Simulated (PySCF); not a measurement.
## Geometry relaxation of CHF$_{3}$

System: CHF$_{3}$, SMILES FC(F)F.
Method: PBE0-D3(BJ)/def2-SVP geometry optimisation, gas phase (PySCF 2.14.0).

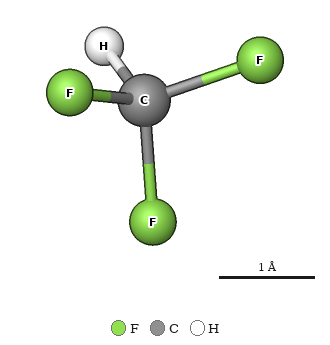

Fig. 1: The starting structure (ball-and-stick view, seen at a tilt). Bond lengths as drawn: C–F 1.32 Å and C–H 1.10 Å.

**Input**
```
{"job": {"xc": "PBE0", "basis": "def2-SVP", "d3": "d3bj", "grid": 1, "shake": 0.01, "kind": "geom"}, "charge": 0, "multiplicity": 1}
F     -0.881530    -0.841790    -0.476980
C     -0.000760    -0.012110     0.052110
F      1.157400    -0.258910    -0.525000
F     -0.303730     1.248080    -0.223030
H      0.062190    -0.169240     1.135010
```

The first line tells a small driver script what to run in PySCF; the rest is the geometry in Å.

Launched with:
```bash
OMP_NUM_THREADS=1 python <driver script> task.json out
```

**The program's output**
```
step   0  E = -337.65443535  max force = 0.014716
step   1  E = -337.65534253  max force = 0.004444
step   2  E = -337.65542351  max force = 0.002249
step   3  E = -337.65545363  max force = 0.000468
step   4  E = -337.65545808  max force = 0.000348
optimisation converged
```

**Trajectory as extended XYZ (Å, eV, eV/Å), 5 frames, from step=0 to step=4**
```
5
Properties=species:S:1:pos:R:3:forces:R:3 step=0 energy=-9188.04518
F    -0.8815   -0.8418   -0.4770   -0.5734   0.0929  -0.0614
C    -0.0008   -0.0121    0.0521    0.3524   0.0327  -0.1594
F     1.1574   -0.2589   -0.5250    0.7567  -0.2151  -0.0894
F    -0.3037    1.2481   -0.2230   -0.5110   0.0566   0.0390
H     0.0622   -0.1692    1.1350   -0.0247   0.0329   0.2712
5
Properties=species:S:1:pos:R:3:forces:R:3 step=1 energy=-9188.06987
F    -0.8168   -0.9197   -0.4417    0.2022  -0.0226   0.0074
C     0.1103   -0.0752    0.0036   -0.2285  -0.0357   0.1138
F     1.2704   -0.3519   -0.5811   -0.1589   0.0526  -0.0184
F    -0.2665    1.1543   -0.3260    0.1488   0.0163  -0.0471
H     0.2033   -0.1605    1.1010    0.0364  -0.0106  -0.0556
5
Properties=species:S:1:pos:R:3:forces:R:3 step=2 energy=-9188.07207
F    -0.8065   -0.9313   -0.4402   -0.0174   0.0709   0.0723
C     0.1035   -0.0737    0.0085    0.0079  -0.0427  -0.1151
F     1.2582   -0.3456   -0.5838    0.1156  -0.0229  -0.0067
F    -0.2608    1.1563   -0.3322   -0.0703  -0.0259   0.0476
H     0.2062   -0.1588    1.1036   -0.0358   0.0207   0.0019
5
Properties=species:S:1:pos:R:3:forces:R:3 step=3 energy=-9188.07289
F    -0.8070   -0.9321   -0.4348    0.0181   0.0204   0.0073
C     0.1056   -0.0743    0.0060   -0.0241  -0.0205   0.0066
F     1.2624   -0.3448   -0.5853    0.0108   0.0006  -0.0109
F    -0.2668    1.1539   -0.3314   -0.0121  -0.0065  -0.0094
H     0.2063   -0.1557    1.1014    0.0073   0.0061   0.0064
5
Properties=species:S:1:pos:R:3:forces:R:3 step=4 energy=-9188.07301
F    -0.8048   -0.9353   -0.4306    0.0083  -0.0098   0.0067
C     0.1060   -0.0744    0.0063   -0.0179  -0.0037  -0.0026
F     1.2625   -0.3423   -0.5876   -0.0006   0.0024  -0.0004
F    -0.2725    1.1510   -0.3342    0.0003   0.0080  -0.0034
H     0.2095   -0.1521    1.1018    0.0098   0.0031  -0.0004
```

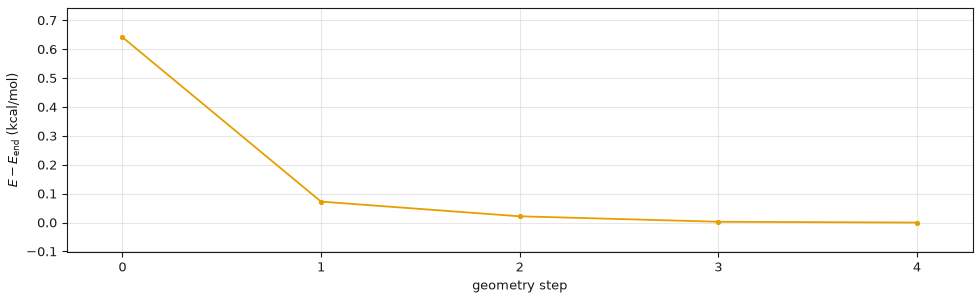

Fig. 2: Progress of the relaxation, step by step (steps are counted from 0).

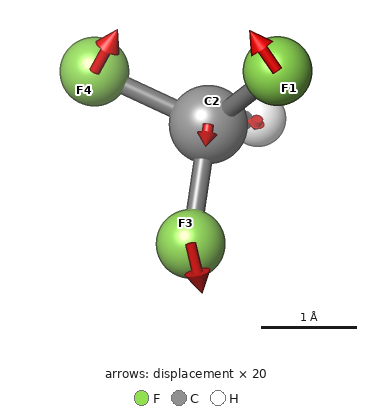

Fig. 3: The starting structure with the displacements as red arrows, magnified 20 times (ball-and-stick view, seen at a tilt). The two geometries are laid on each other by the best rigid fit. F3 moves most after the best rigid fit: 0.028 Å. By element the largest moves are F 0.028 Å, C 0.012 Å, H 0.008 Å. Distances before and after: C2–F3 1.317 → 1.327 Å, C2–H5 1.096 → 1.103 Å. Among the angles that change: F1–C2–F4 111.2° → 108.6°. Over 4 geometry steps the energy falls by 0.64 kcal/mol. Largest force component: 0.76 eV/Å at the start, 0.018 eV/Å at the end. (Atoms are counted from 1 in the order of the input.)

**Key numbers**

```tsv
quantity	value
outcome	converged
total energy	−337.655458 hartree
dipole moment	1.50 D
point group	C3v
hardware	1 CPU thread, shared host
wall time	4.4 s
peak memory	0.28 GiB
```
